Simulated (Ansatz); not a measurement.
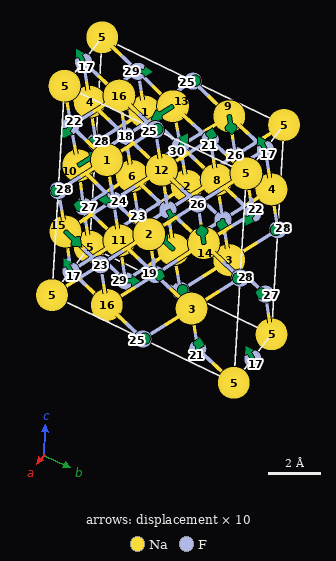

This is a relaxation of a defect cell of composition Na16F15 (cell charge +1). The starting structure is drawn; green arrows show the displacements, magnified 10 times.

A ball-and-stick model of the cell of the calculation, seen slightly off an axis.

Case: F vacancy (site b), charge +1, atoms relaxed at the host's cell.

Method: Ansatz 0.2.0, DFT PBE, scalar-relativistic, plane waves, PAW. (plane-wave cutoff 420 eV; k-point mesh 2 × 2 × 2; occupations gaussian; smearing width 0.01 eV; mesh shifted by (0.5, 0.5, 0.5); no spin polarisation; atoms relaxed in a fixed cell; force threshold 0.025 eV/Å; at most 45 steps)

Question: Which element moves most?

Answer: Sodium: up to 0.11 Å, against 0.06 Å for fluorine.

Question: What happened in the run?

Answer: The largest moves, 0.11 Å, are those of Na atoms. By element the largest moves are Na 0.11 Å, F 0.06 Å. The cell stays as it was. Among the contacts that change: F–Na 2.290 → 2.179 Å, Na–Na 3.281 → 3.205 Å, F–Na 2.343 → 2.389 Å, F–Na 2.358 → 2.321 Å. Bond angles that change, for instance: Na–F–Na 92.6° → 100.4°, F–Na–F 177.4° → 169.6°, Na–F–Na 178.9° → 173.9°. Over 2 accepted moves (3 points after the start) the energy falls by 0.452 eV per cell of the calculation. The largest force component goes from 0.77 to 0.019 eV/Å. 1 step only repeated the SCF at the same geometry.

Limits of the set-up: the periodic images lie only 8.1 Å apart, so the values are limited by the cell's size; the cell is charged, on a uniform background, and energies carry no finite-size correction.
